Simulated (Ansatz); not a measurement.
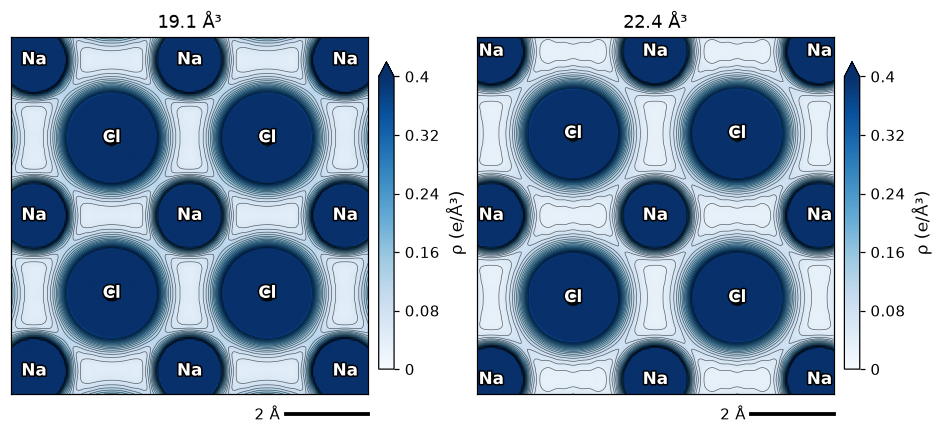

NaCl. The valence charge density (pseudo) of cells scaled evenly to different volumes (given per atom above each panel), on the (011) plane of each (indices in the axes of the cell below), at one length scale and on one colour scale.

Theory: Ansatz 0.2.0, DFT PBEsol, scalar-relativistic, plane waves, PAW.

In a PAW calculation such maps are meaningful between the atoms, not at the nuclei.

The largest cell:

```xyz
2
Lattice="0.0000 2.8195 2.8195 2.8195 0.0000 2.8195 2.8195 2.8195 0.0000" Properties=species:S:1:pos:R:3 pbc="T T T"
Na    0.0000    0.0000    0.0000
Cl    2.8195    2.8195    2.8195
```

| volume (Å³/atom) | Na–Cl contact in the plane (Å) | ρ at its midpoint (e/Å³) | pressure (GPa) | gap on the mesh (eV) | 
| --- | --- | --- | --- | --- |
| 19.12 | 2.674 | 0.179 | 5.0 | 5.60 | 
| 21.53 | 2.782 | ? | ? | ? | 
| 22.41 | 2.820 | 0.136 | −0.5 | 4.94 | 

Q: Estimate the missing row, and compare with the calculation.

A: Over the known rows ln ρ falls by 1.88 per Å of Na–Cl distance (the line through the two), which gives 0.146 e/Å³ at 2.782 Å; the calculation gives 0.146 e/Å³. For the pressure, a straight line in volume between the neighbouring rows gives 1.0 GPa; the calculation gives 0.6, lower because pressure rises ever faster on compression. For the gap on the mesh, a straight line in volume between the neighbouring rows gives 5.12 eV; the calculation gives 5.09.
